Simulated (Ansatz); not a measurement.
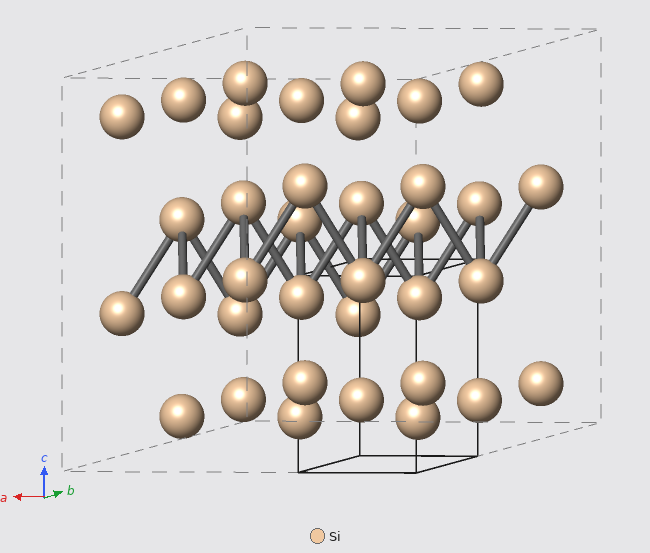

Ball-and-stick representation of a periodic structure, projected from a general direction. The solid frame is a single conventional unit cell within a 3×3×2 block.

Characterise what is shown.

The element is silicon. It is primitive hexagonal, space group P-3m1 (No. 164). The cell holds two atoms. With all contacts inside bonding distance counted, the coordination numbers are Si 3.

Its origin is a structure listed in the Materials Project. The cell was then strained or its atoms displaced on purpose. A calculation with Ansatz used it as input.

At this level of theory the cell isn't at rest (compressed, at 6 GPa and forces up to 1.1 eV/Å), so its distances can differ from those at equilibrium, the more so the softer the solid.
